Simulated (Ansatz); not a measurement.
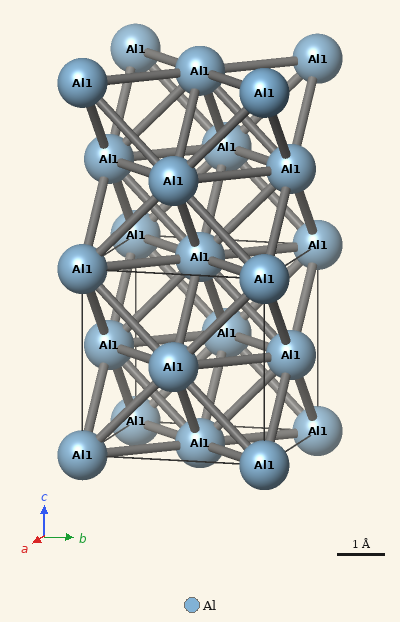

**Figure 1.** The structure (ball-and-stick view of the cell 4 times as large as that of the calculation, set on its symmetry axes, repeated 1 × 1 × 2, seen slightly off an axis; atoms are numbered from 1 in the order of the input).

Single-point calculation, with input and output: Al

System: Al (Fm-3m, 1 atom in the cell).
Method: DFT PBE, scalar-relativistic, plane waves, PAW, no spin polarisation (Ansatz 0.2.0).

The structure derives from an entry of the Crystallography Open Database. Figures and captions count atoms from 1; the log counts them from 0 in places.

What the program printed:
```
Engine: ansatz 0.2.0, aarch64-unknown-linux-gnu
Pseudopotentials: kind: paw
Pseudopotential: Al, paw, valence charge 3, recommended cutoff 420 eV (normal), Al.paw.azcp
Functional definition: PBE
  parameter kappa = 0.804
  parameter beta = 0.06672455060314922
  exchange = pbe_x(kappa = kappa, mu = beta*pi^2/3)
  correlation = pbe_c(beta = beta)
Crystal: 1 atoms, lattice volume = 16.603 Å³
Basis set: ecut = 420 eV, 331 PW (Γ), exchange–correlation on 40×40×40 points (8 copies of the dense FFT grid, shifted against one another)
Bands: 6, of which v1, the nominal top of the filled ones, is band 2 counted from 1 (1 counted from 0)
Symmetry: 48 space group operations
Space group: Fm-3m (ITA 225), of the structure as read, at distance tolerance 2.6e-5 Å
k-points: 29 of 512
Non-local potential: Al, projectors of the file, l = 0: 2, l = 1: 2, l = 2: 1
PAW form: soft (Blöchl's): semilocal exchange-correlation on the pseudo side does not see the compensation charge
PAW one-centre angular grid: Al, 110 points (default); XC on 64 Gauss nodes
Initial density: superposition of atomic densities (neutral atoms: chi_scale 0, normalization atom), corrected by the library's trained network
Initial wavefunctions: pseudopotential atomic-orbital guess
Functional: x = pbe(κ = 0.804, μ = 0.2195149727645171), c = pbe(β = 0.06672455060314922)
SCF iter   1: F=—  HF=-537.497943 eV  |F-HF|=—  |Δ(HF+E_count)|=         —  Δρ=1.02e-3  dr2=1.50e-4  ethr=1.77e-3  ⟨swp⟩=4.9  Hψ=1482  notcnv=0
preconditioner: auto → none  [insulator: Δε(μ)=0.453 eV  Ē_g=13.156 eV  σ=0.100 eV  W_gap=0.86  n_scr=0 (ndim 8)  ℏωp=15.8 eV  f_vac=0.000  D(μ)=0.62/eV (n_scr^D=0)  ε∞_Penn≈2.4]
SCF iter   2: F=—  HF=-537.497951 eV  |F-HF|=—  |Δ(HF+E_count)|=   8.24e-6  Δρ=4.78e-4  dr2=3.15e-5  ethr=4.99e-6  ⟨swp⟩=1.3  Hψ=415  notcnv=0
SCF iter   3: F=—  HF=-537.497985 eV  |F-HF|=—  |Δ(HF+E_count)|=   3.32e-5  Δρ=2.13e-5  dr2=6.07e-8  ethr=1.05e-6  ⟨swp⟩=1.0  Hψ=160  notcnv=0
iter 4 did not close the SCF: its close was put off for the readings that it lacked (scf_convergence_deferred on its scf_iter line)
SCF iter   4: F=-537.497985 eV  HF=-537.497985 eV  |F-HF|=2.16e-11  |Δ(HF+E_count)|=   1.37e-8  Δρ=7.10e-7  dr2=4.25e-11  ethr=2.02e-9  ⟨swp⟩=1.2  Hψ=166  notcnv=0
iter 5 did not close the SCF: its close was put off for the readings that it lacked (scf_convergence_deferred on its scf_iter line)
SCF iter   5: F=-537.497985 eV  HF=-537.497985 eV  |F-HF|=4.55e-13  |Δ(HF+E_count)|=  1.64e-11  Δρ=7.81e-8  dr2=9.85e-13  ethr=1.42e-12  ⟨swp⟩=2.0  Hψ=205  notcnv=0
SCF iter   6: F=-537.497985 eV  HF=-537.497985 eV  |F-HF|=3.41e-13  |Δ(HF+E_count)|=  3.41e-13  Δρ=2.60e-8  dr2=1.26e-13  ethr=1.00e-12  ⟨swp⟩=2.1  Hψ=594  notcnv=0
SCF 1 converged in 6 iterations: F = -537.497985 eV  dr2 = 1.26e-13
  greatest PAW one-centre occupation: 0.445 electrons in one spin orbital (limit 2), on the Al atom at site 0 (counted from 0), in its partial waves of l = 0
```

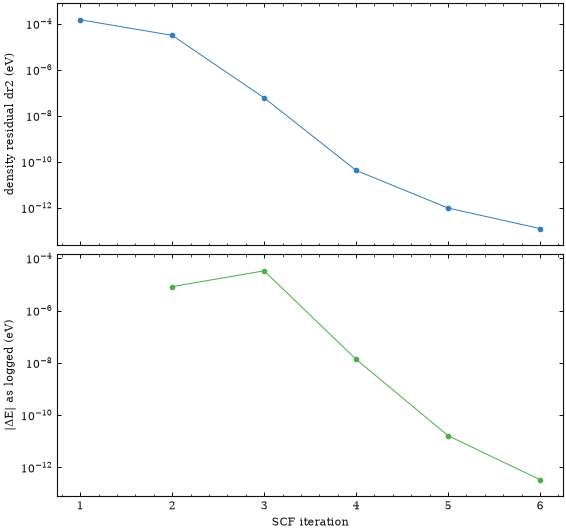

**Figure 2.** Convergence of the self-consistent field: density residual dr2 and size of the energy change against the SCF iteration. The residual falls at every step.

```
SCF converged after 6 iterations
Free energy (F): -537.497985 eV
Harris-Foulkes:  -537.497985 eV  (|F-HF|=3.41e-13)
Internal energy: -537.494870 eV  (E = F + TS)
E sigma→0 (E₀):  -537.496427 eV
Entropy (-TS):   -0.003115 eV (-3.115 meV/atom)
Fermi energy:    7.938333 eV
--- Per-component energies (eV) ---
  E_band       = 10.438090
  E_kinetic    = 22.696459
  E_local      = 9.786319  (includes V_loc(G=0)·N_el)
  E_nonlocal   = 10.298571
  E_hartree    = 0.107874
  E_xc         = -39.692004
  E_vxc        = -28.906073  (∫ρ·V_xc dr)
  E_paw        = -467.329035  (= ΣΔE_a)
  E_vpaw       = -3.652931  (= ΣTr[D̂ρ^β])
  E_aug_tail   = -0.000002  (compensation charges beyond the density's cutoff)
  E_ewald      = -73.363052
  E_smearing   = -0.003115  (= −TS)
  E_closure    = 0.000000  (closes the sum)
  Σ components = -537.497985   (vs F -537.497985, Δ=0.00e0)
--- Forces (eV/Å), atoms counted from 1 ---
  atom   1  Al     0.00000000     0.00000000     0.00000000
  max |Σ_I F_I| component: 4.11e-33 eV/Å
--- Stress (GPa, compression-positive) ---
       -0.421237      -0.000000       0.000000
       -0.000000      -0.421237      -0.000000
       -0.000000       0.000000      -0.421237
  P = ⅓ Tr σ = -0.4212 GPa (-4.212 kbar)
--- Band table (eV; the first three rows and the last of 29) ---
  k-point 0: bands = ["-3.2032", "20.3699", "20.3699", "20.3699", "21.9163", "21.9163"]
  k-point 1: bands = ["-2.7809", "16.1419", "19.4612", "19.4612", "22.5209", "23.4097"]
  k-point 2: bands = ["-1.5215", "11.3004", "18.7107", "18.7107", "22.1584", "22.5069"]
  k-point 28: bands = ["7.0441", "7.0441", "8.0556", "8.9560", "23.5759", "23.5759"]
```

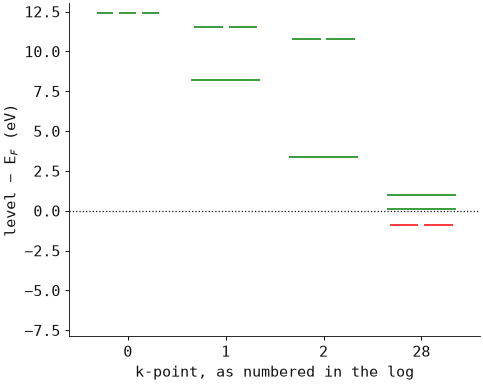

**Figure 3.** Kohn–Sham levels near the Fermi level (dotted) at the few k-points that the log prints; levels within 0.02 eV of each other stand side by side. The system is metallic on the full mesh.

The run was set up as follows.

Input:
```yaml
crystal:
  lattice:
    - [0.0, 2.024805, 2.024805]
    - [2.024805, 0.0, 2.024805]
    - [2.024805, 2.024805, 0.0]
  atoms:
    - { symbol: Al, position: [0.0, 0.0, 0.0] }
basis:
  ecutwfc: 420
kpoints:
  mp_grid: { grid: [8, 8, 8] }
hamiltonian:
  xc: pbe
scf:
  occupations: { method: gaussian, width: 0.1 }
output:
  forces: true
  stress: true
  eigenvalues: true
```

Run as:
```bash
ansatz run input.yaml --threads 1 --pin off --max-ram 2560MiB --backend cpu --events-out ev --progress --plain --runs-dir out
```

Key numbers:

| quantity | value |
| --- | --- |
| outcome | converged |
| space group (tolerance 0.01 Å) | Fm-3m (225) |
| electrons treated | 3 |
| free energy | −537.4980 eV |
| Fermi energy | 7.938 eV |
| gap on the k-point mesh | none (metallic) |
| pressure | −0.42 GPa |
| largest force (length of the vector) | under 0.001 eV/Å |
| hardware | 1 thread of Arm Neoverse V1, 24 GiB of memory available, shared host |
| peak memory | 0.23 GiB |
